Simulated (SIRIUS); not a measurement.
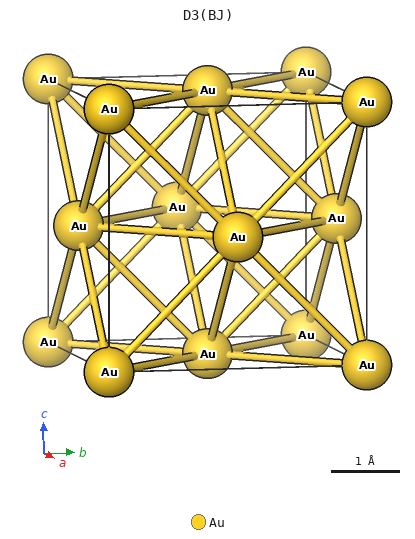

Crystalline Au (set up in Fm-3m), relaxed (cell and atoms) with several dispersion corrections. The picture shows the result with D3(BJ). The picture is a ball-and-stick view of the conventional cell (4 times the calculation's cell), seen slightly off an axis. Lengths and directions refer to the drawn axes.

Computed with SIRIUS 7.12.0: RPBE, dojo-sr-pbe-0.4.1-standard. (plane-wave cutoff 1054 eV; k-point mesh 8 × 8 × 8; occupations fermi-dirac; smearing width 0.05 eV; optimiser BFGS; no spin polarisation)

| dispersion correction | volume (Å³/atom) | a (Å) |
| --- | --- | --- |
| D3(BJ) | 15.010 | 3.916 |
| D4 | 17.222 | 4.099 |
| D3 | 18.209 | 4.176 |
| none | ? | ? |

> One row is withheld. What does the calculation give there?

With none the volume is the largest of the series, above D3 (18.209). The calculation gives 18.524 Å³/atom (a = 4.200 Å). In order of volume: D3(BJ) < D4 < D3 < none; the spread is 23.4 %.

Each member starts from this one structure; whether another phase lies lower wasn't checked.
